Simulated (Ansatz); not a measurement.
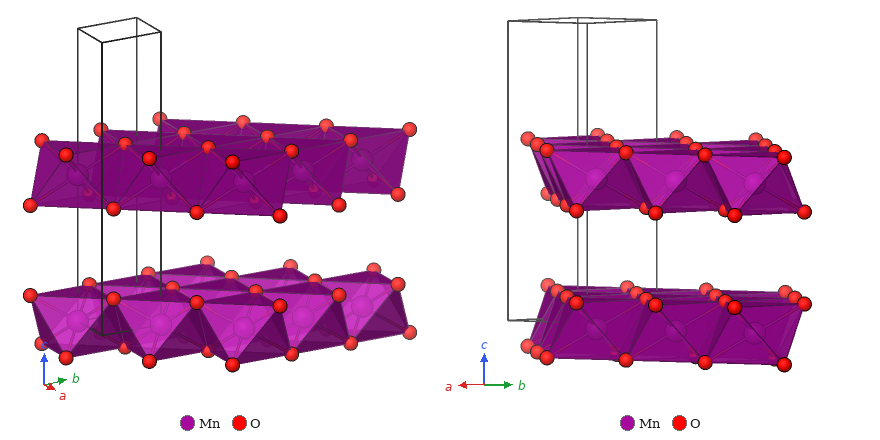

Polyhedra are drawn about Mn (bonds: Mn–O below 2.2 Å); other atoms are plain spheres. Two views of the same piece.

MnO₂ (space group P6_3/mmc, No. 194): the geometry relaxed with DFT PBE+D3(BJ), scalar-relativistic, plane waves, PAW in Ansatz.

Sharing among the drawn polyhedra:

| site | polyhedron | corner-sharing neighbours | edge-sharing | face-sharing | bond (Å) |
| --- | --- | --- | --- | --- | --- |
| Mn | MnO6 octahedron | 0 | 6 | 0 | 1.91 |

They form layers of edge-sharing octahedra parallel to (001).
